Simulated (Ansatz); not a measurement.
## Zr: 6 runs along one coordinate

System: Zr (2 atoms in the cell).
Method: Kohn-Sham DFT of a periodic cell, PBE, Ansatz PAW, no spin polarisation (Ansatz 0.2.0).

The 6 runs differ only in the geometry, by an even scaling of the cell at fixed fractional positions. The structure derives from an entry of the Crystallography Open Database.

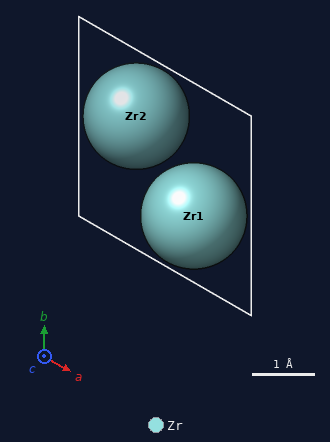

Figure 1. The structure of run 4 (spheres-only view of the cell of the calculation, along the c axis; atoms are numbered from 1 in the order of the input).

## Input of run 4
```yaml
crystal:
  lattice:
    - [3.232, 0.0, 0.0]
    - [-1.616, 2.798994105, 0.0]
    - [0.0, 0.0, 5.147]
  atoms:
    - { symbol: Zr, position: [0.6666666667, 0.3333333333, 0.75] }
    - { symbol: Zr, position: [0.3333333333, 0.6666666667, 0.25] }
hamiltonian:
  xc: pbe
  pseudopotentials: { kind: paw }
kpoints:
  mp_grid: { grid: [9, 9, 5] }
scf:
  occupations: { method: fermi_dirac, width: 0.05 }
output:
  forces: true
  stress: true
  eigenvalues: true
```

Command:
```bash
ansatz run input.yaml --threads 2 --pin off --max-ram 5120MiB --backend cpu --events-out ev --progress --plain --runs-dir out
```

Run 2 differs from it as follows:
```diff
-    - [3.232, 0.0, 0.0]
-    - [-1.616, 2.798994105, 0.0]
-    - [0.0, 0.0, 5.147]
+    - [3.1883189697, 0.0, 0.0]
+    - [-1.5941594848, 2.7611652231, 0.0]
+    - [0.0, 0.0, 5.0774374186]
```

## Results, with one run withheld

| run | volume per atom (Å³) | free energy per atom, from the lowest run given (meV) | pressure (GPa) |
| --- | --- | --- | --- |
| 1 | 21.884 | 31.52 | 7.03 |
| 2 | 22.350 | ? | ? |
| 3 | 22.815 | 4.25 | 2.48 |
| 4 | 23.281 | 0.00 | 0.48 |
| 5 | 23.746 | 1.32 | −1.36 |
| 6 | 24.212 | 7.78 | −3.06 |

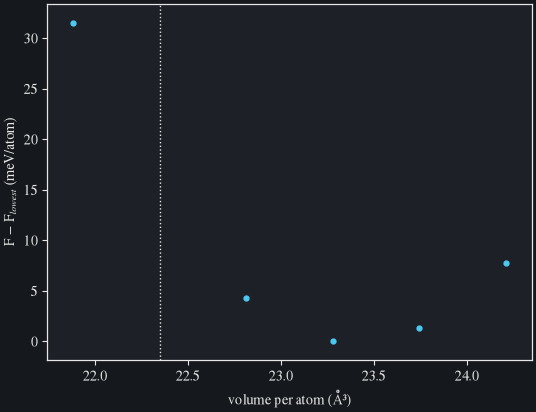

Figure 2. Free energy per atom of the runs given; the dotted line marks run 2.

What should run 2 give?

A cubic polynomial in V^(−2/3) (the Birch–Murnaghan form), fitted to the 5 runs given, misses them by under 0.01 meV per atom. With x = V^(−2/3) − 0.12306 Å⁻², it reads F = 0.51732 + 1691.2 x + 1.0302e+06 x² − 3.0902e+06 x³ (meV per atom). At run 2 it gives 14.56 meV per atom, and the run itself gives 14.58. The slope of the fit gives a pressure −dF/dV of 4.66 GPa there, and the run prints 4.66 GPa. The fit has its minimum at 23.397 Å³ per atom, where V d²F/dV² gives 94.4 GPa. Cell shape and fractional positions are held, so this is the stiffness under even scaling; the relaxed bulk modulus wasn't computed.

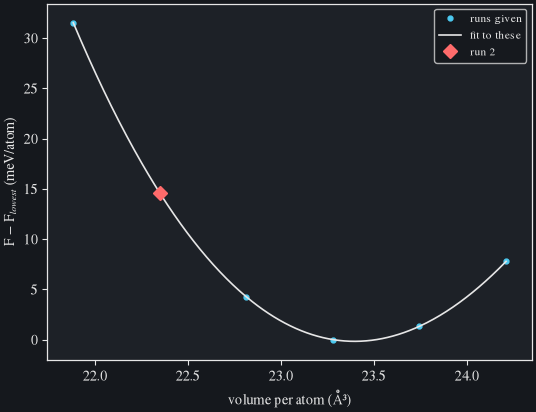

Figure 3. The fit and the withheld run.

## Output, shortened to warnings, some set-up lines, iterations and results (run 2)
```
Basis set: ecut = 420 eV, 857 PW (Γ), exchange–correlation on 48×48×72 points (8 copies of the dense FFT grid, shifted against one another)
Symmetry: 24 space group operations
k-points: 36 of 405
Initial density: superposition of atomic densities (neutral atoms: chi_scale 0, normalization atom), corrected by the library's trained network
[...]
SCF iter   1: F=—  HF=-8367.654613 eV  |F-HF|=—  |Δ(HF+E_count)|=         —  Δρ=3.01e-3  dr2=1.36e-3  ethr=1.77e-3  ⟨swp⟩=4.9  Hψ=2464  notcnv=0
SCF iter   2: F=—  HF=-8367.654556 eV  |F-HF|=—  |Δ(HF+E_count)|=   5.64e-5  Δρ=1.82e-3  dr2=5.44e-4  ethr=5.66e-6  ⟨swp⟩=2.6  Hψ=1259  notcnv=0
SCF iter   3: F=—  HF=-8367.654995 eV  |F-HF|=—  |Δ(HF+E_count)|=   4.38e-4  Δρ=3.53e-4  dr2=4.31e-5  ethr=2.26e-6  ⟨swp⟩=2.9  Hψ=995  notcnv=0
SCF iter   4: F=—  HF=-8367.654971 eV  |F-HF|=—  |Δ(HF+E_count)|=   2.38e-5  Δρ=1.02e-4  dr2=2.14e-6  ethr=1.80e-7  ⟨swp⟩=3.0  Hψ=1003  notcnv=0
SCF iter   5: F=-8367.654971 eV  HF=-8367.654971 eV  |F-HF|=1.90e-8  |Δ(HF+E_count)|=   2.26e-7  Δρ=1.15e-5  dr2=4.67e-8  ethr=8.92e-9  ⟨swp⟩=2.1  Hψ=941  notcnv=0
SCF iter   6: F=-8367.654971 eV  HF=-8367.654971 eV  |F-HF|=4.18e-11  |Δ(HF+E_count)|=   8.08e-9  Δρ=1.00e-6  dr2=2.99e-10  ethr=1.94e-10  ⟨swp⟩=2.0  Hψ=1797  notcnv=0
SCF 1 converged in 6 iterations: F = -8367.654971 eV  dr2 = 2.99e-10
SCF converged after 6 iterations
Free energy (F): -8367.654971 eV
Harris-Foulkes:  -8367.654971 eV  (|F-HF|=4.18e-11)
Internal energy: -8367.637997 eV  (E = F + TS)
E sigma→0 (E₀):  -8367.646484 eV
Entropy (-TS):   -0.016974 eV (-8.487 meV/atom)
Fermi energy:    14.694467 eV
--- Per-component energies (eV) ---
  E_band       = -176.534178
  E_kinetic    = 667.703449
  E_local      = -1215.466595  (includes V_loc(G=0)·N_el)
  E_nonlocal   = 161.375062
  E_hartree    = 376.876414
  E_xc         = -323.814534
  E_vxc        = -382.538204  (∫ρ·V_xc dr)
  E_paw        = -5908.434349  (= ΣΔE_a)
  E_vpaw       = -161.360638  (= ΣTr[D̂ρ^β])
  E_aug_tail   = 0.000050  (compensation charges beyond the density's cutoff)
  E_ewald      = -2125.877496
  E_smearing   = -0.016974  (= −TS)
  E_closure    = -0.000000  (closes the sum)
  Σ components = -8367.654971   (vs F -8367.654971, Δ=0.00e0)
--- Forces (eV/Å), atoms counted from 1 ---
  atom   1  Zr     0.00000000     0.00000000    -0.00000000
  atom   2  Zr    -0.00000000    -0.00000000     0.00000000
  max |Σ_I F_I| component: 2.31e-18 eV/Å
--- Stress (GPa, compression-positive) ---
        4.239265      -0.000000       0.000000
       -0.000000       4.239265       0.000000
        0.000000       0.000000       5.495674
  P = ⅓ Tr σ = 4.6581 GPa (46.581 kbar)
```
